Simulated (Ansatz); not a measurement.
# What a change does: single-point calculation on Se

System: Se (2 atoms in the cell).
Method of the first run: DFT, revPBE, plane waves (420 eV) with PAW, scalar-relativistic, no spin polarisation (Ansatz 0.2.0).

Text and figures count atoms from 1; the logs count them from 0 in places.

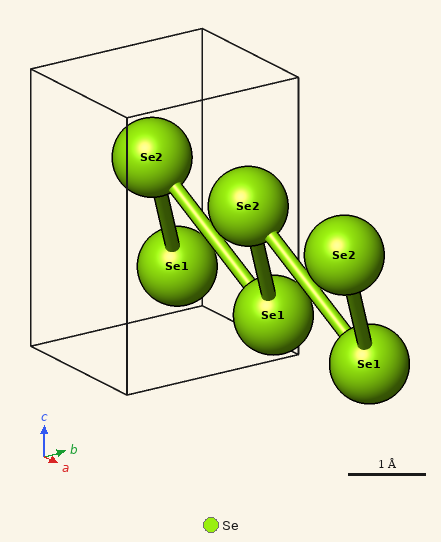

Figure 1. The structure (ball-and-stick view of the cell of the calculation, repeated 3 × 1 × 1, seen slightly off an axis; atoms are numbered from 1 in the order of the input).

Input, the first run:
```yaml
crystal:
  lattice:
    - [3.5462465659, 0.0, 0.0]
    - [-1.773123283, 3.0711396141, 0.0]
    - [0.0, 0.0, 3.6949901611]
  atoms:
    - { symbol: Se, position: [0.3333333333, 0.6666666667, 0.25] }
    - { symbol: Se, position: [0.6666666667, 0.3333333333, 0.75] }
hamiltonian:
  xc: revpbe
  pseudopotentials:
    kind: paw
    azcp:
      Se: "pseudopotentials/Se.paw.azcp"
basis:
  ecutwfc: 420
  fft_grid_basis: typed
kpoints:
  mp_grid: { grid: [11, 11, 9], shift: [0, 0, 0] }
magnetization:
  spin_polarized: false
scf:
  occupations: { method: fermi_dirac, width: 0.1 }
  lower_state_search: "off"
output:
  stress: true
```

Hardware: 2 threads of an Arm (aarch64) CPU, shared host.

Output, shortened to warnings, some set-up lines, iterations and results (the first run):
```
Basis set: ecut = 420 eV, 787 PW (Γ)
Symmetry: 24 space group operations
k-points: 80 of 1089
Initial density: superposition of atomic densities (neutral atoms: chi_scale 0, normalization atom), corrected by the library's trained network
[...]
SCF iter   1: F=—  HF=-10945.786115 eV  |F-HF|=—  |Δ(HF+E_count)|=         —  Δρ=2.98e-3  dr2=1.52e-3  ethr=1.77e-3  ⟨swp⟩=5.2  Hψ=7239  notcnv=0
SCF iter   2: F=—  HF=-10945.787086 eV  |F-HF|=—  |Δ(HF+E_count)|=   9.71e-4  Δρ=1.92e-3  dr2=7.72e-4  ethr=4.75e-6  ⟨swp⟩=2.5  Hψ=3277  notcnv=0
SCF iter   3: F=—  HF=-10945.788071 eV  |F-HF|=—  |Δ(HF+E_count)|=   9.85e-4  Δρ=3.18e-4  dr2=3.32e-5  ethr=2.41e-6  ⟨swp⟩=2.9  Hψ=3086  notcnv=0
SCF iter   4: F=—  HF=-10945.788028 eV  |F-HF|=—  |Δ(HF+E_count)|=   4.27e-5  Δρ=1.11e-4  dr2=3.10e-6  ethr=1.04e-7  ⟨swp⟩=2.0  Hψ=2891  notcnv=0
SCF iter   5: F=—  HF=-10945.788029 eV  |F-HF|=—  |Δ(HF+E_count)|=   1.12e-6  Δρ=2.81e-5  dr2=2.95e-7  ethr=9.68e-9  ⟨swp⟩=2.0  Hψ=2901  notcnv=0
SCF iter   6: F=-10945.788029 eV  HF=-10945.788029 eV  |F-HF|=6.20e-8  |Δ(HF+E_count)|=   1.65e-9  Δρ=1.13e-5  dr2=5.43e-8  ethr=3.13e-10  ⟨swp⟩=4.1  Hψ=5784  notcnv=0
SCF 1 converged in 6 iterations: F = -10945.788029 eV  dr2 = 5.43e-8
SCF converged after 6 iterations
Free energy (F): -10945.788029 eV
Harris-Foulkes:  -10945.788029 eV  (|F-HF|=6.20e-8)
Internal energy: -10945.751726 eV  (E = F + TS)
E sigma→0 (E₀):  -10945.769877 eV
Entropy (-TS):   -0.036304 eV (-18.152 meV/atom)
Fermi energy:    11.729919 eV
--- Per-component energies (eV) ---
  E_band       = -679.774404
  E_kinetic    = 236.107399
  E_local      = -4229.630987  (includes V_loc(G=0)·N_el)
  E_nonlocal   = -1190.506516
  E_hartree    = 2131.631110
  E_xc         = -208.570837
  E_vxc        = -196.303689  (∫ρ·V_xc dr)
  E_paw        = -3832.002827  (= ΣΔE_a)
  E_vpaw       = 437.283362  (= ΣTr[D̂ρ^β])
  E_aug_tail   = -0.001159  (compensation charges beyond the density's cutoff)
  E_ewald      = -3852.383050
  E_core_change = -0.394859  (= ΣΔE_core)
  E_smearing   = -0.036304  (= −TS)
  E_closure    = 0.000000  (closes the sum)
  Σ components = -10945.788029   (vs F -10945.788029, Δ=0.00e0)
--- Stress (GPa, compression-positive) ---
        8.593435       0.000000      -0.000000
        0.000000       8.593435      -0.000000
       -0.000000      -0.000000      13.453596
  P = ⅓ Tr σ = 10.2135 GPa (102.135 kbar)
```

For the second run the input was changed thus:
```diff
-    - [3.5462465659, 0.0, 0.0]
-    - [-1.773123283, 3.0711396141, 0.0]
-    - [0.0, 0.0, 3.6949901611]
+    - [3.5991834236, 0.0, 0.0]
+    - [-1.7995917118, 3.1169842777, 0.0]
+    - [0.0, 0.0, 3.7501473998]
```

How does the second run compare with the first run?

With the same functional and potentials, the second run lies 45.8 meV per atom lower. The pressure goes from 10.21 to 5.99 GPa. The volume per atom goes from 20.12 to 21.04 Å³. The cell is scaled evenly with the atoms at fixed fractional positions, so −ΔP/Δ ln V estimates the bulk modulus midway between the two volumes: about 95 GPa. The number of SCF iterations is the same. The plane waves at Γ go from 787 to 805.

Output, shortened to warnings, some set-up lines, iterations and results (the second run):
```
Basis set: ecut = 420 eV, 805 PW (Γ)
Symmetry: 24 space group operations
k-points: 80 of 1089
Initial density: superposition of atomic densities (neutral atoms: chi_scale 0, normalization atom), corrected by the library's trained network
[...]
SCF iter   1: F=—  HF=-10945.877554 eV  |F-HF|=—  |Δ(HF+E_count)|=         —  Δρ=2.76e-3  dr2=1.34e-3  ethr=1.77e-3  ⟨swp⟩=5.1  Hψ=7117  notcnv=0
SCF iter   2: F=—  HF=-10945.878676 eV  |F-HF|=—  |Δ(HF+E_count)|=   1.12e-3  Δρ=1.78e-3  dr2=6.96e-4  ethr=4.20e-6  ⟨swp⟩=2.6  Hψ=3587  notcnv=0
SCF iter   3: F=—  HF=-10945.879665 eV  |F-HF|=—  |Δ(HF+E_count)|=   9.89e-4  Δρ=3.26e-4  dr2=3.36e-5  ethr=2.17e-6  ⟨swp⟩=2.8  Hψ=3064  notcnv=0
SCF iter   4: F=—  HF=-10945.879631 eV  |F-HF|=—  |Δ(HF+E_count)|=   3.49e-5  Δρ=1.07e-4  dr2=3.38e-6  ethr=1.05e-7  ⟨swp⟩=2.0  Hψ=2893  notcnv=0
SCF iter   5: F=—  HF=-10945.879631 eV  |F-HF|=—  |Δ(HF+E_count)|=   4.40e-7  Δρ=2.32e-5  dr2=2.08e-7  ethr=1.06e-8  ⟨swp⟩=2.0  Hψ=2905  notcnv=0
SCF iter   6: F=-10945.879631 eV  HF=-10945.879631 eV  |F-HF|=7.25e-8  |Δ(HF+E_count)|=   4.18e-8  Δρ=1.00e-5  dr2=4.71e-8  ethr=3.13e-10  ⟨swp⟩=4.0  Hψ=5761  notcnv=0
SCF 1 converged in 6 iterations: F = -10945.879631 eV  dr2 = 4.71e-8
SCF converged after 6 iterations
Free energy (F): -10945.879631 eV
Harris-Foulkes:  -10945.879631 eV  (|F-HF|=7.25e-8)
Internal energy: -10945.841293 eV  (E = F + TS)
E sigma→0 (E₀):  -10945.860462 eV
Entropy (-TS):   -0.038338 eV (-19.169 meV/atom)
Fermi energy:    10.922015 eV
--- Per-component energies (eV) ---
  E_band       = -701.670185
  E_kinetic    = 234.562725
  E_local      = -4320.177254  (includes V_loc(G=0)·N_el)
  E_nonlocal   = -1190.510933
  E_hartree    = 2166.328328
  E_xc         = -207.813796
  E_vxc        = -195.271564  (∫ρ·V_xc dr)
  E_paw        = -3832.112247  (= ΣΔE_a)
  E_vpaw       = 437.055987  (= ΣTr[D̂ρ^β])
  E_aug_tail   = -0.001129  (compensation charges beyond the density's cutoff)
  E_ewald      = -3795.722127
  E_core_change = -0.394859  (= ΣΔE_core)
  E_smearing   = -0.038338  (= −TS)
  E_closure    = 0.000000  (closes the sum)
  Σ components = -10945.879631   (vs F -10945.879631, Δ=0.00e0)
--- Stress (GPa, compression-positive) ---
        5.136686       0.000000      -0.000000
        0.000000       5.136686      -0.000000
       -0.000000      -0.000000       7.694927
  P = ⅓ Tr σ = 5.9894 GPa (59.894 kbar)
```

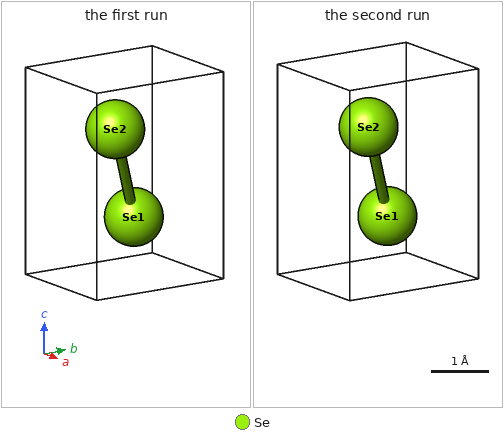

Figure 2. The two input geometries at one scale (ball-and-stick view of the cell of the calculation, seen slightly off an axis). No atom moves by more than 0.005 Å relative to the cell. The volume changes by +4.5 %, with a = b 3.546 → 3.599 Å (+1.5 %), c 3.695 → 3.750 Å (+1.5 %). Among the contacts that change: Se1–Se2 2.758 → 2.799 Å.

The two runs side by side:

```csv
quantity,the first run,the second run
outcome,converged,converged
free energy per atom (eV),−5472.8940,−5472.9398
"energy per atom, smearing taken to zero (eV)",−5472.8849,−5472.9302
pressure (GPa),10.21,5.99
volume per atom (Å³),20.12,21.04
SCF iterations,6,6
irreducible k-points,80,80
plane waves at Γ,787,805
wall time (shared host),1.5 s,1.5 s
```

For the first run: The cell is under a pressure of 10.2 GPa at this level, so it is not at its equilibrium volume. For the second run: The cell is under a pressure of 6.0 GPa at this level, so it is not at its equilibrium volume.
